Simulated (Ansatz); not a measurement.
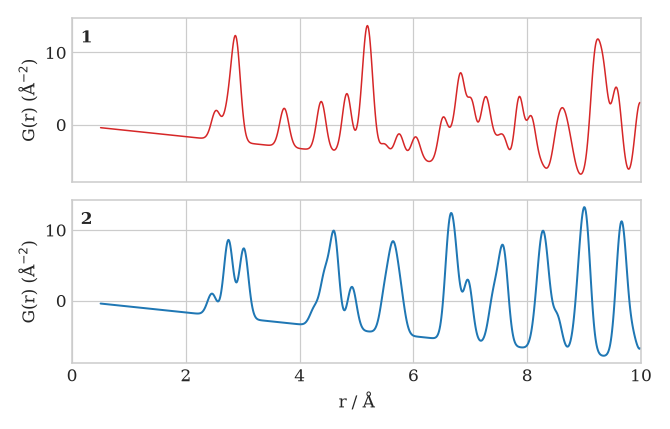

Computed X-ray G(r), with each pair weighted by the product of the atomic numbers (X-ray weights at Q = 0) and a uniform peak width σ = 0.08 Å.

Candidate polymorphs:

A. 
```
Re
1.0
     4.92377    0.00000    0.00000
     0.00000    4.92377    0.00000
     0.00000    0.00000    4.92377
Re
8
Cartesian
  0.0000 0.0000 0.0000
  2.4619 2.4619 2.4619
  1.2309 0.0000 2.4619
  3.6928 0.0000 2.4619
  2.4619 1.2309 0.0000
  2.4619 3.6928 0.0000
  0.0000 2.4619 1.2309
  0.0000 2.4619 3.6928
```

B. 
Space group P6/mmm (No. 191). a = 4.380 Å, b = 4.380 Å, c = 2.744 Å, α = 90.00°, β = 90.00°, γ = 120.00°
```csv
atom,site,symmetry,x,y,z
Re,1a,6/mmm,0.0000,0.0000,0.0000
Re,2d,-6m2,0.3333,0.6667,0.5000
```

All cells are input geometries of electronic-structure calculations (not necessarily at equilibrium); the starting structure was generated, so it need not be a known form of this composition.

Which PDF belongs to which candidate?

curve 1 is B (Re, first clear peaks at 2.54 Å (Re–Re) and 2.87 Å (Re–Re)); curve 2 is A (Re, first clear peaks at 2.46 Å (Re–Re) and 2.75 Å (Re–Re)).
